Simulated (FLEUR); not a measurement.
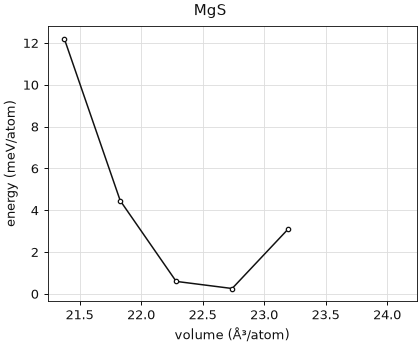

The plot gives the computed energy against volume for MgS, space group F-43m (No. 216).

Cell as given: a = 4.007 Å, b = 4.007 Å, c = 4.007 Å, α = 60.00°, β = 60.00°, γ = 60.00°; 2 atoms.

How it was computed, with FLEUR MaX-R8.1 (later development tree): all-electron LAPW DFT, no spin polarisation; energies at scaled volumes of the given cell, shape and fractions fixed, counted from the fit's minimum, third-order Birch-Murnaghan fit. Level: PBEsol.

| setting | value |
| --- | --- |
| k mesh | 8×8×8 |
| occupations | Fermi–Dirac |
| smearing width | 0.05 eV |
| potentials | all electron |
| program settings | basis FLAPW, kmax 4.71 1/bohr |

The points at volume 23.65 Å³/atom and 24.10 Å³/atom are left out of the plot. What values does the calculation give there?

```csv
volume (Å³/atom),energy (meV/atom)
23.65,8.79
24.10,17.08
```
